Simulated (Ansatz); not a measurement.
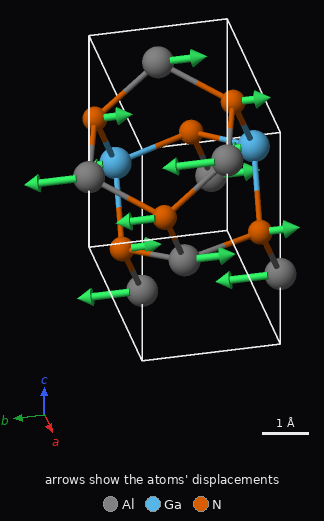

One vibrational mode of a crystal of Al$_{3}$GaN$_{4}$ at the zone centre. The green arrows are the displacements of the atoms (eigenvector over the root of the mass), of arbitrary overall length and sign. Style: ball-and-stick. Shown: the cell of the calculation, from a free direction.

Theory: DFT PBEsol, scalar-relativistic, plane waves, PAW (Ansatz). Settings: plane-wave cutoff 420 eV; k-point mesh 6 × 8 × 4; occupations fixed; no spin polarisation.

Frequencies are those without the non-analytic (LO–TO) term.

### Describe the mode and give its frequency.

This is the A″ mode at 38.0 meV, optical level 5 of 20, counted from below, infrared- and Raman-active by symmetry. All motion is along b; it mainly bends the Al–N, Ga–N bonds; the kinetic energy is shared as Al 72 %, N 22 %, Ga 6 %. Its infrared intensity is 0.096 (D/Å)²/amu.
